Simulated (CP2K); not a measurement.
# GaN: 6 runs along one coordinate

System: GaN (2 atoms in the cell).
Method: Kohn-Sham DFT of a periodic cell, PBEsol, GTH-PBE with UZH-TZVP basis, no spin polarisation (CP2K 2026.2).

The 6 runs differ only in the geometry, by an even scaling of the cell at fixed fractional positions. The structure derives from a Materials Project entry.

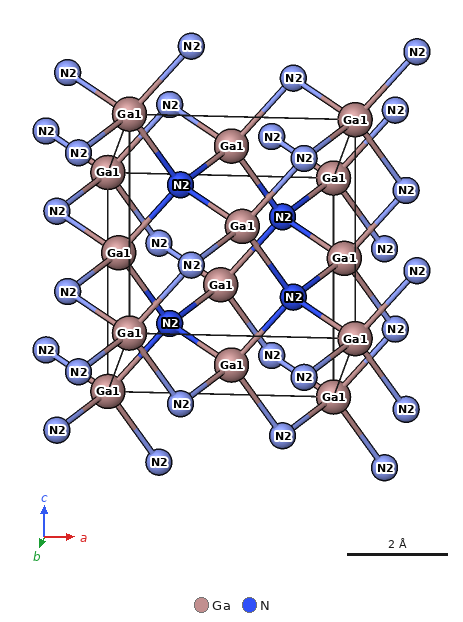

Figure 1. The structure of run 4 (ball-and-stick view of the cell 4 times as large as that of the calculation, set on its symmetry axes, seen at an oblique angle; neighbours outside the cell are drawn fainter; atoms are numbered from 1 in the order of the input). An atom can appear more than once, as a periodic image.

**Input of run 4**
```
&GLOBAL
  PROJECT gan_eos
  RUN_TYPE ENERGY_FORCE
  PRINT_LEVEL LOW
&END GLOBAL
&FORCE_EVAL
  METHOD QS
  STRESS_TENSOR ANALYTICAL
  &DFT
    BASIS_SET_FILE_NAME BASIS_MOLOPT_UZH
    POTENTIAL_FILE_NAME POTENTIAL_UZH
    WFN_RESTART_FILE_NAME previous-RESTART.kp
    &MGRID
      CUTOFF 450
      REL_CUTOFF 60
      NGRIDS 5
    &END MGRID
    &QS
      METHOD GPW
      EPS_DEFAULT 1.0E-9
    &END QS
    &KPOINTS
      SCHEME MONKHORST-PACK 10 10 10
      GAMMA_CENTERED T
      SYMMETRY T
      SYMMETRY_BACKEND SPGLIB
    &END KPOINTS
    &SCF
      SCF_GUESS RESTART
      EPS_SCF 1.0E-6
      MAX_SCF 100
      ADDED_MOS 10
      CHOLESKY OFF
      EPS_EIGVAL 1.0E-7
      &DIAGONALIZATION ON
        ALGORITHM STANDARD
      &END DIAGONALIZATION
      &MIXING ON
        METHOD BROYDEN_MIXING
        ALPHA 0.4
        BETA 1.5
        NBUFFER 8
      &END MIXING
      &SMEAR ON
        METHOD FERMI_DIRAC
        ELECTRONIC_TEMPERATURE [K] 300.557
      &END SMEAR
    &END SCF
    &XC
      &XC_FUNCTIONAL
        &GGA_X_PBE_SOL
        &END GGA_X_PBE_SOL
        &GGA_C_PBE_SOL
        &END GGA_C_PBE_SOL
      &END XC_FUNCTIONAL
    &END XC
    &PRINT
      &KPOINTS ON
      &END KPOINTS
      &MULLIKEN ON
      &END MULLIKEN
      &MO ON
        ENERGIES T
        OCCUPATION_NUMBERS T
        &EACH
          QS_SCF 0
        &END EACH
        ADD_LAST NUMERIC
      &END MO
    &END PRINT
  &END DFT
  &SUBSYS
    &CELL
      A 3.2080372411 0.0000000000 0.0000000000
      B 1.6040186206 2.7782417471 0.0000000000
      C 1.6040186206 0.9260805824 2.6193514389
      PERIODIC XYZ
    &END CELL
    &COORD
      SCALED
      Ga  0.0000000000 0.0000000000 0.0000000000
      N   0.2500000000 0.2500000000 0.2500000000
    &END COORD
    &KIND Ga
      BASIS_SET TZVP-MOLOPT-PBE-GTH-q13
      POTENTIAL GTH-PBE-q13
    &END KIND
    &KIND N
      BASIS_SET TZVP-MOLOPT-PBE-GTH-q5
      POTENTIAL GTH-PBE-q5
    &END KIND
    &PRINT
      &ATOMIC_COORDINATES ON
      &END ATOMIC_COORDINATES
      &CELL ON
      &END CELL
    &END PRINT
  &END SUBSYS
  &PRINT
    &FORCES ON
    &END FORCES
    &STRESS_TENSOR ON
    &END STRESS_TENSOR
  &END PRINT
&END FORCE_EVAL
```

Command:
```bash
OMP_NUM_THREADS=1 cp2k.psmp -i gan_eos.inp -o gan_eos.out
```

Run 2 differs from it as follows:
```diff
-      A 3.2080372411 0.0000000000 0.0000000000
-      B 1.6040186206 2.7782417471 0.0000000000
-      C 1.6040186206 0.9260805824 2.6193514389
+      A 3.1438592052 0.0000000000 0.0000000000
+      B 1.5719296026 2.7226619376 0.0000000000
+      C 1.5719296026 0.9075539792 2.5669502919
```

**Results, with one run withheld**

```csv
run,volume per atom (Å³),"free energy per atom, from the lowest run given (meV)",pressure (GPa),gap on the mesh (eV)
1,10.757,38.14,15.39,1.98
2,10.986,?,?,?
3,11.215,5.08,5.76,1.71
4,11.673,0.00,−1.94,1.46
5,11.902,5.14,−5.20,1.34
6,12.131,14.70,−8.13,1.22
```

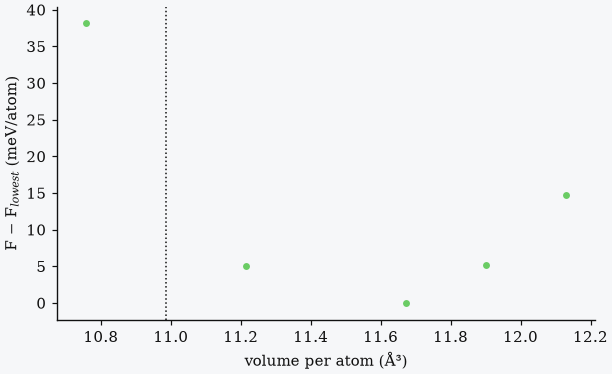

Figure 2. Free energy per atom of the runs given; the dotted line marks run 2.

Fit the runs given and predict run 2.

A cubic polynomial in V^(−2/3) (the Birch–Murnaghan form), fitted to the 5 runs given, misses them by at most 0.08 meV per atom. With x = V^(−2/3) − 0.19607 Å⁻², it reads F = −0.9022 + 222.64 x + 4.0901e+05 x² + 3.6733e+06 x³ (meV per atom). At run 2 it gives 17.55 meV per atom, and the run itself gives 16.48. The slope of the fit gives a pressure −dF/dV of 11.40 GPa there, and the run prints 10.28 GPa. Energies and printed pressures part between runs 1 and 2: the energies differ there by 3.4 meV per atom from what the pressures give, and by at most 0.1 in the other intervals. A smooth fit can't follow such a step, as when the grid or the electronic state changes between two volumes. The fit has its minimum at 11.542 Å³ per atom, where V d²F/dV² gives 192 GPa: the bulk modulus at this level, since symmetry fixes the shape and the positions. The fit misses that run by 1.07 meV per atom. The gap on the mesh goes, without turning, from 1.98 eV in run 1 to 1.22 eV in run 6; run 2 has 1.84 eV. These are gaps of this functional on this mesh, which can miss the band edges; they aren't the measured gap.

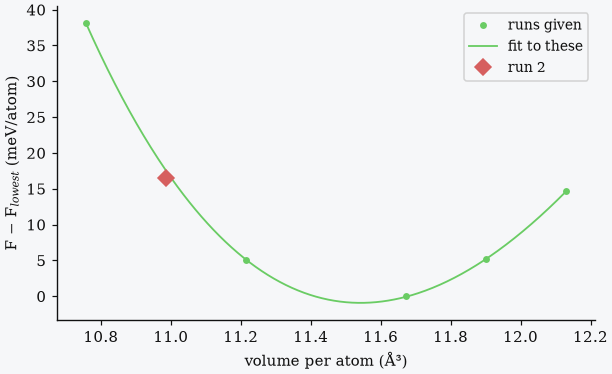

Figure 3. The fit and the withheld run.

**Some lines of the output (run 2)**
```
[...]
 MO| Band gap:            0.208192 a.u.          5.665194 eV
 MO| Band gap:            0.236245 a.u.          6.428554 eV
 MO| Band gap:            0.262160 a.u.          7.133737 eV
 MO| Band gap:            0.247667 a.u.          6.739362 eV
 MO| Band gap:            0.232207 a.u.          6.318677 eV
 MO| Band gap:            0.240491 a.u.          6.544098 eV
 MO| Band gap:            0.259976 a.u.          7.074307 eV
 MO| Band gap:            0.278647 a.u.          7.582366 eV
 MO| Band gap:            0.288131 a.u.          7.840439 eV
 MO| Band gap:            0.236406 a.u.          6.432922 eV
 MO| Band gap:            0.216572 a.u.          5.893226 eV
 MO| Band gap:            0.242938 a.u.          6.610666 eV
 MO| Band gap:            0.254823 a.u.          6.934098 eV
 MO| Band gap:            0.267712 a.u.          7.284812 eV
```
